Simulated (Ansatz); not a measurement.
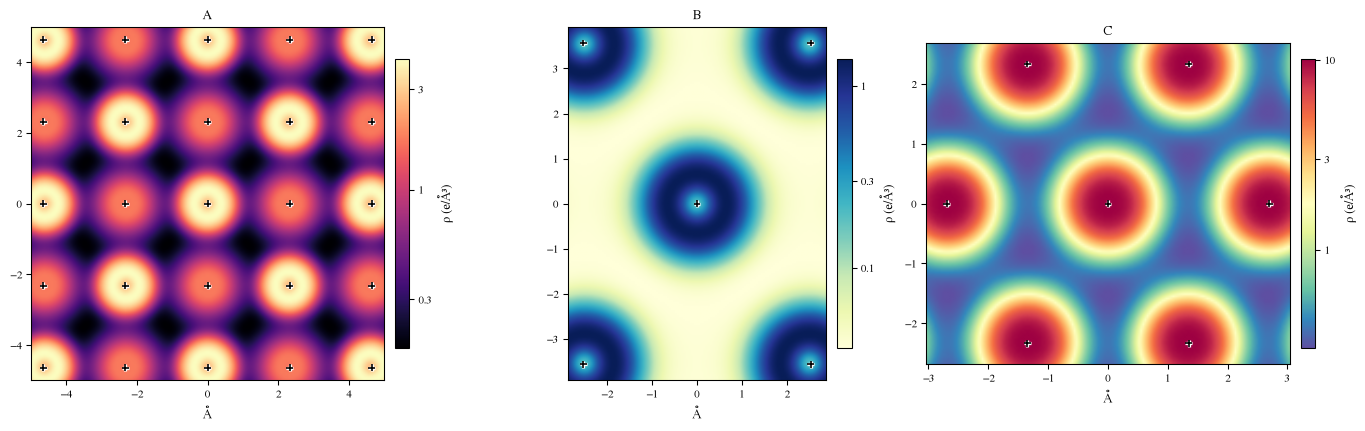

The valence charge density (pseudo) of 3 systems, each on a plane through atoms (crosses mark nuclei in the plane).

Theory: Ansatz, DFT PBE, scalar-relativistic, plane waves, PAW.

System 1: Ru, the (111) plane of the conventional cell. Space group Fm-3m; computed without spin polarisation.

System 2: Ba, the (101) plane of the conventional cell. Space group Im-3m; changed on purpose from its base cell (strained and moved within a subgroup).

```
CELL_PARAMETERS angstrom
5.04260 0.00000 0.00000
0.00000 5.04260 0.00000
0.00000 0.00000 5.04260
ATOMIC_POSITIONS crystal
Ba 0.00000 0.00000 0.00000
Ba 0.50000 0.50000 0.50000
```

System 3: ZrC, the (100) plane of the conventional cell. Space group Fm-3m; changed on purpose from its base cell (strained and moved within the space group); computed pressure about 11 GPa in this cell.

```
Zr C
1.0
     4.63621    0.00000    0.00000
     0.00000    4.63621    0.00000
     0.00000    0.00000    4.63621
Zr C
4 4
Direct
  0.50000 0.00000 0.00000
  0.00000 0.50000 0.00000
  0.00000 0.00000 0.50000
  0.50000 0.50000 0.50000
  0.00000 0.00000 0.00000
  0.50000 0.50000 0.00000
  0.50000 0.00000 0.50000
  0.00000 0.50000 0.50000
```

**Match each panel to its system.**

Panel A is system 3, ZrC: the plane holds Zr and C. Zr–C (2.32 Å): ρ at the midpoint is about 0.48 e/Å³. Panel B is system 2, Ba: the plane holds Ba. Ba–Ba (4.37 Å): ρ at the midpoint is about 0.04 e/Å³. Panel C is system 1, Ru: the plane holds Ru. Ru–Ru (2.69 Å): ρ at the midpoint is about 0.39 e/Å³.
